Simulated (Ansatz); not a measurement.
**Cd: a changed input and its effect**

System: Cd (2 atoms in the cell).
Method of the first run: DFT r2SCAN, scalar-relativistic, plane waves, PAW, no spin polarisation (Ansatz 0.2.0).

The structure derives from an entry of the Crystallography Open Database. Text and figures count atoms from 1; the logs count them from 0 in places.

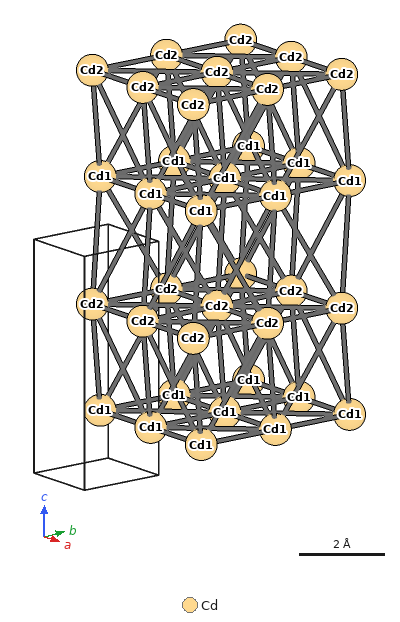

Fig. 1: The structure as given in the input (ball-and-stick view of the cell of the calculation, repeated 3 × 3 × 2, seen slightly off an axis; atoms are numbered from 1 in the order of the input). An atom can appear more than once, as a periodic image. Near neighbours in the periodic cell (some may lie outside the picture): Cd has 12 Cd at 2.98 to 3.29 Å.

### Input file, the first run
```yaml
crystal:
  lattice:
    - [2.9788725081, 0.0, 0.0]
    - [-1.489436254, 2.5797792666, 0.0]
    - [0.0, 0.0, 5.61765]
  atoms:
    - { symbol: Cd, position: [0.3333333333, 0.6666666667, 0.25] }
    - { symbol: Cd, position: [0.6666666667, 0.3333333333, 0.75] }
basis:
  ecutwfc: 500
kpoints:
  mp_grid: { grid: [6, 6, 4] }
hamiltonian:
  xc: r2scan
scf:
  occupations: { method: gaussian, width: 0.1 }
output:
  forces: true
  stress: true
  eigenvalues: true
```

Launched with:
```bash
ansatz run input.yaml --threads 1 --pin off --max-ram 2560MiB --backend cpu --events-out ev --progress --plain --runs-dir out
```

Hardware: 1 thread of Arm Neoverse V2, 24 GiB of memory available, shared host.

### Output, shortened to warnings, some set-up lines, iterations and results (the first run)
```
Basis set: ecut = 500 eV, 1113 PW (Γ), exchange–correlation on 96×96×180 points (64 copies of the dense FFT grid, shifted against one another)
Symmetry: 24 space group operations
k-points: 21 of 144
Initial density: superposition of atomic densities (neutral atoms: chi_scale 0, normalization atom), corrected by the library's trained network
[...]
SCF iter   1: F=—  HF=-16536.314875 eV  |F-HF|=—  |Δ(HF+E_count)|=         —  Δρ=6.30e-3  dr2=1.11e-2  dr2_τ=1.18e-2  ethr=1.77e-3  ⟨swp⟩=5.3  Hψ=1913  notcnv=0
SCF iter   2: F=—  HF=-16536.319506 eV  |F-HF|=—  |Δ(HF+E_count)|=   4.63e-3  Δρ=3.50e-3  dr2=2.95e-3  dr2_τ=4.48e-4  ethr=2.78e-5  ⟨swp⟩=2.1  Hψ=815  notcnv=0
SCF iter   3: F=—  HF=-16536.319330 eV  |F-HF|=—  |Δ(HF+E_count)|=   1.76e-4  Δρ=4.59e-4  dr2=8.38e-5  dr2_τ=5.29e-6  ethr=7.38e-6  ⟨swp⟩=2.0  Hψ=746  notcnv=0
SCF iter   4: F=—  HF=-16536.319363 eV  |F-HF|=—  |Δ(HF+E_count)|=   3.30e-5  Δρ=1.61e-4  dr2=9.37e-6  dr2_τ=2.89e-7  ethr=2.10e-7  ⟨swp⟩=2.0  Hψ=757  notcnv=0
SCF iter   5: F=—  HF=-16536.319373 eV  |F-HF|=—  |Δ(HF+E_count)|=   1.02e-5  Δρ=4.82e-5  dr2=1.01e-6  dr2_τ=2.31e-8  ethr=2.34e-8  ⟨swp⟩=2.0  Hψ=768  notcnv=0
SCF iter   6: F=-16536.319375 eV  HF=-16536.319375 eV  |F-HF|=5.65e-9  |Δ(HF+E_count)|=   1.84e-6  Δρ=1.22e-5  dr2=6.39e-8  dr2_τ=3.35e-9  ethr=2.50e-10  ⟨swp⟩=3.1  Hψ=1859  …
SCF 1 converged in 6 iterations: F = -16536.319375 eV  dr2 = 6.39e-8
SCF converged after 6 iterations
Free energy (F): -16536.319375 eV
Harris-Foulkes:  -16536.319375 eV  (|F-HF|=5.65e-9)
Internal energy: -16536.315964 eV  (E = F + TS)
E sigma→0 (E₀):  -16536.317670 eV
Entropy (-TS):   -0.003412 eV (-1.706 meV/atom)
Fermi energy:    15.025480 eV
--- Per-component energies (eV) ---
  E_band       = -837.103570
  E_kinetic    = 1011.470498
  E_local      = -5883.548377  (includes V_loc(G=0)·N_el)
  E_nonlocal   = 65.369919
  E_hartree    = 2772.854458
  E_xc         = -338.092409
  E_vxc        = -494.587549  (∫ρ·V_xc dr)
  E_paw        = -8208.611201  (= ΣΔE_a)
  E_vpaw       = -1116.797917  (= ΣTr[D̂ρ^β])
  E_aug_tail   = 0.000011  (compensation charges beyond the density's cutoff)
  E_vtau       = 35.257436  (kinetic-family band-sum trace: ∫τ·v_τ [+ j·A + Jᵃ·Aᵃ] dr)
  E_ewald      = -5954.629322
  E_core_change = -1.129541  (= ΣΔE_core)
  E_smearing   = -0.003412  (= −TS)
  E_closure    = -0.000000  (closes the sum)
  Σ components = -16536.319375   (vs F -16536.319375, Δ=0.00e0)
--- Forces (eV/Å), atoms counted from 1 ---
  atom   1  Cd    -0.00000000    -0.00000000     0.00000000
  atom   2  Cd     0.00000000     0.00000000    -0.00000000
  max |Σ_I F_I| component: 9.25e-18 eV/Å
--- Stress (GPa, compression-positive) ---
        1.420256       0.000000       0.000000
        0.000000       1.420256       0.000000
        0.000000       0.000000       1.906599
  P = ⅓ Tr σ = 1.5824 GPa (15.824 kbar)
```

For the second run the input was changed thus:
```diff
-    - [2.9788725081, 0.0, 0.0]
-    - [-1.489436254, 2.5797792666, 0.0]
-    - [0.0, 0.0, 5.61765]
+    - [2.9617840135, 0.0, 0.0]
+    - [-1.4808920068, 2.5649801962, 0.0]
+    - [0.0, 0.0, 5.797025219]
-  mp_grid: { grid: [6, 6, 4] }
+  mp_grid: { grid: [24, 24, 10] }
```

How does the second run compare with the first run?

With the same functional and potentials, the second run lies 22.0 meV per atom lower (other lines of the input change too). The pressure goes from 1.58 to 0.06 GPa. The volume per atom goes from 21.59 to 22.02 Å³. The SCF takes 8 iterations against 6. The irreducible k-points go from 21 to 366. The plane waves at Γ go from 1113 to 1137. On the same kind of shared host the second run took about 14 times as long.

### Output, shortened to warnings, some set-up lines, iterations and results (the second run)
```
Basis set: ecut = 500 eV, 1137 PW (Γ), exchange–correlation on 96×96×180 points (64 copies of the dense FFT grid, shifted against one another)
Symmetry: 24 space group operations
k-points: 366 of 5760
Initial density: superposition of atomic densities (neutral atoms: chi_scale 0, normalization atom), corrected by the library's trained network
[...]
SCF iter   1: F=—  HF=-16536.357054 eV  |F-HF|=—  |Δ(HF+E_count)|=         —  Δρ=6.18e-3  dr2=8.93e-3  dr2_τ=1.31e-2  ethr=1.77e-3  ⟨swp⟩=5.5  Hψ=33385  notcnv=0
SCF iter   2: F=—  HF=-16536.363279 eV  |F-HF|=—  |Δ(HF+E_count)|=   6.23e-3  Δρ=3.69e-3  dr2=3.38e-3  dr2_τ=4.97e-4  ethr=2.23e-5  ⟨swp⟩=2.0  Hψ=13002  notcnv=0  defer=2
SCF iter   3: F=—  HF=-16536.363272 eV  |F-HF|=—  |Δ(HF+E_count)|=   6.50e-6  Δρ=5.42e-4  dr2=1.32e-4  dr2_τ=7.40e-6  ethr=8.45e-6  ⟨swp⟩=2.0  Hψ=13111  notcnv=0  defer=2
SCF iter   4: F=—  HF=-16536.363367 eV  |F-HF|=—  |Δ(HF+E_count)|=   9.52e-5  Δρ=2.03e-4  dr2=3.11e-5  dr2_τ=3.42e-7  ethr=3.29e-7  ⟨swp⟩=3.0  Hψ=16095  notcnv=0  defer=2
SCF iter   5: F=—  HF=-16536.363377 eV  |F-HF|=—  |Δ(HF+E_count)|=   9.96e-6  Δρ=1.02e-4  dr2=7.03e-6  dr2_τ=4.36e-8  ethr=7.77e-8  ⟨swp⟩=2.2  Hψ=12697  notcnv=0  defer=2
SCF iter   6: F=—  HF=-16536.363383 eV  |F-HF|=—  |Δ(HF+E_count)|=   5.19e-6  Δρ=5.35e-5  dr2=1.31e-6  dr2_τ=2.15e-8  ethr=1.76e-8  ⟨swp⟩=2.2  Hψ=12991  notcnv=0  defer=2
SCF iter   7: F=—  HF=-16536.363384 eV  |F-HF|=—  |Δ(HF+E_count)|=   1.16e-6  Δρ=1.38e-5  dr2=1.09e-7  dr2_τ=1.89e-9  ethr=3.26e-9  ⟨swp⟩=2.0  Hψ=13159  notcnv=0  defer=2
SCF iter   8: F=-16536.363384 eV  HF=-16536.363384 eV  |F-HF|=5.60e-9  |Δ(HF+E_count)|=   1.70e-7  Δρ=2.41e-6  dr2=2.20e-9  dr2_τ=5.24e-11  ethr=2.50e-10  ⟨swp⟩=5.3  Hψ=35360 …
SCF 1 converged in 8 iterations: F = -16536.363384 eV  dr2 = 2.20e-9
SCF converged after 8 iterations
Free energy (F): -16536.363384 eV
Harris-Foulkes:  -16536.363384 eV  (|F-HF|=5.60e-9)
Internal energy: -16536.361539 eV  (E = F + TS)
E sigma→0 (E₀):  -16536.362462 eV
Entropy (-TS):   -0.001845 eV (-0.922 meV/atom)
Fermi energy:    14.271187 eV
--- Per-component energies (eV) ---
  E_band       = -851.683153
  E_kinetic    = 1010.812500
  E_local      = -5973.484840  (includes V_loc(G=0)·N_el)
  E_nonlocal   = 65.418381
  E_hartree    = 2810.609277
  E_xc         = -337.846418
  E_vxc        = -494.195995  (∫ρ·V_xc dr)
  E_paw        = -8208.562617  (= ΣΔE_a)
  E_vpaw       = -1116.667974  (= ΣTr[D̂ρ^β])
  E_aug_tail   = 0.000012  (compensation charges beyond the density's cutoff)
  E_vtau       = 35.218467  (kinetic-family band-sum trace: ∫τ·v_τ [+ j·A + Jᵃ·Aᵃ] dr)
  E_ewald      = -5902.178293
  E_core_change = -1.129541  (= ΣΔE_core)
  E_smearing   = -0.001845  (= −TS)
  E_closure    = -0.000000  (closes the sum)
  Σ components = -16536.363384   (vs F -16536.363384, Δ=0.00e0)
--- Forces (eV/Å), atoms counted from 1 ---
  atom   1  Cd     0.00000000     0.00000000     0.00000000
  atom   2  Cd    -0.00000000    -0.00000000     0.00000000
  max |Σ_I F_I| component: 7.40e-17 eV/Å
--- Stress (GPa, compression-positive) ---
        0.177134      -0.000000       0.000000
       -0.000000       0.177134       0.000000
        0.000000       0.000000      -0.160749
  P = ⅓ Tr σ = 0.0645 GPa (0.645 kbar)
```

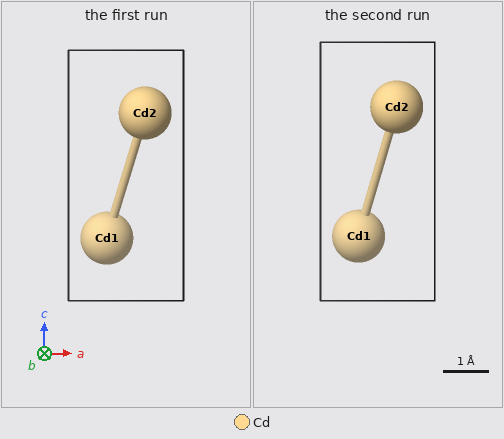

Fig. 2: The two input geometries at one scale (ball-and-stick view of the cell of the calculation, along the b axis). The atoms keep their places relative to the cell (all moves are under 0.005 Å). Cell: a = b 2.979 → 2.962 Å (−0.6 %), c 5.618 → 5.797 Å (+3.2 %). Volume +2.0 %. Among the contacts that change: Cd1–Cd2 3.294 → 3.365 Å, Cd1–Cd1 2.979 → 2.962 Å.

### The two runs side by side

| quantity | the first run | the second run |
| --- | --- | --- |
| outcome | converged | converged |
| free energy per atom (eV) | −8268.1597 | −8268.1817 |
| energy per atom, smearing taken to zero (eV) | −8268.1588 | −8268.1812 |
| gap on the mesh (eV) | 0.00 | 0.00 |
| pressure (GPa) | 1.58 | 0.06 |
| volume per atom (Å³) | 21.59 | 22.02 |
| largest force (eV/Å) | 0.000 | 0.000 |
| SCF iterations | 6 | 8 |
| irreducible k-points | 21 | 366 |
| plane waves at Γ | 1113 | 1137 |
| wall time (shared host) | 2.4 s | 32 s |
